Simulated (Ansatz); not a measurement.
System ZnO (space group P6_3mc, No. 186); source of the atomic positions: the end point of a relaxation at fixed volume with DFT PBE, scalar-relativistic, plane waves, PAW in Ansatz; the starting structure was generated, so it need not be a known form of this composition.

Space group P6_3mc (No. 186). a = 3.178 Å, b = 3.178 Å, c = 5.129 Å, α = 90.00°, β = 90.00°, γ = 120.00°
```
atom  site  symmetry       x       y       z
  Zn    2b       3m.  0.3333  0.6667  0.8105
   O    2b       3m.  0.6667  0.3333  0.6896
```

Describe the stacking along c, with columns A (0, 0), B (1/3, 2/3), C (2/3, 1/3) of the hexagonal mesh.

O(B) – Zn(C) – O(C) – Zn(B) (four layers in 5.13 Å).

O layers alone: BC, the hexagonal close-packed type.

Zn: two tetrahedral sites (per hexagonal cell).

Polytype symbol 2H, the symbol of a tetrahedral polytype (number of double layers in the repeat and lattice).

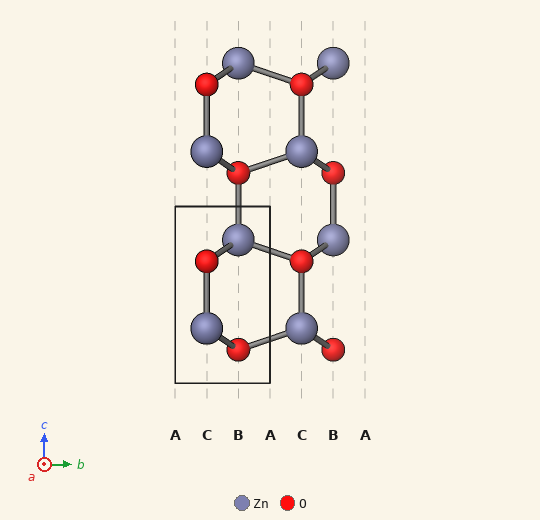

The picture looks along a close-packed row of the hexagonal mesh; c points upwards. The dashed lines mark the three columns A (0, 0), B (1/3, 2/3) and C (2/3, 1/3). The sequence starts with the first layer at or above the cell's origin.
